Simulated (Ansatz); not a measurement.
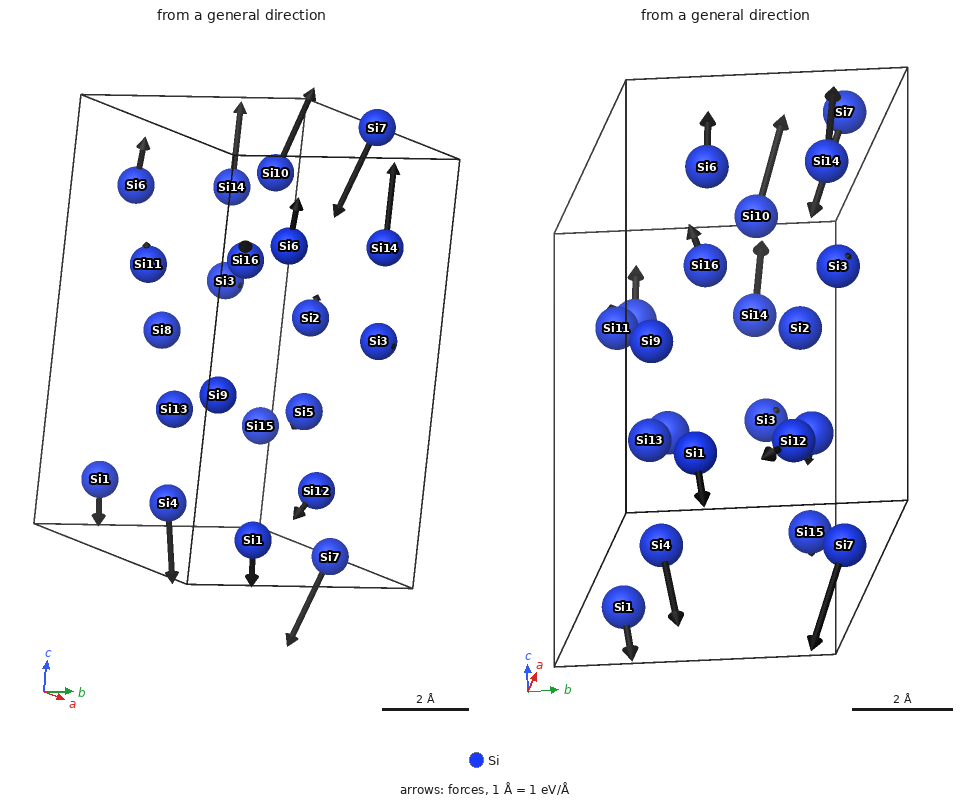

The figure gives a spheres-only picture of the atoms, viewed from two general directions. The lines enclose the simulation cell; boundary atoms appear with their images. The arrows are the computed forces on the atoms.

System: Si. Run with DFT r2SCAN, scalar-relativistic, plane waves, PAW in Ansatz and these settings: a cutoff energy of 500 eV, a 7×7×4 grid in reciprocal space, Gaussian smearing of 0.15 eV, no spin polarisation.

### Are the atoms in equilibrium?

No. The atoms still feel forces of up to about 2 eV/Å, far above a usual threshold of 0.01 to 0.03 eV/Å.

The structure comes from a structure listed in the Materials Project. The cell was then strained or its atoms displaced on purpose. It was the input of a calculation with Ansatz.
